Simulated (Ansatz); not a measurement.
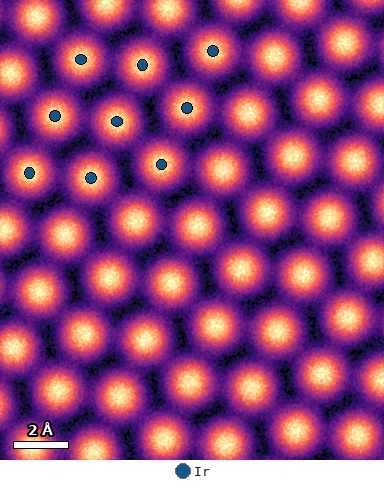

Dark-field STEM-like image of Ir (P6_3/mmc, No. 194) along [100]. Simulated incoherent Z contrast: every atom adds Z^1.7 spread by a probe of 1.30 Å full width; channelling and multiple scattering are left out. The display is stretched by a gamma of 0.65; percentages refer to the linear signal. Shot noise was added. Structure used: coordinates from a relaxation with DFT, LDA (PW92), plane waves (420 eV) with PAW, scalar-relativistic (Ansatz 0.2.0); the starting structure was generated, so it need not be a known form of this composition.

Coloured dots in one corner mark the columns of the model.

> Interpret the image.

The columns repeat on a rectangular net of 2.34 × 4.39 Å (plane group p2mg). All columns are alike (Ir). The shortest distance between visible columns is 2.33 Å in projection. Along the beam the structure repeats every 2.71 Å.
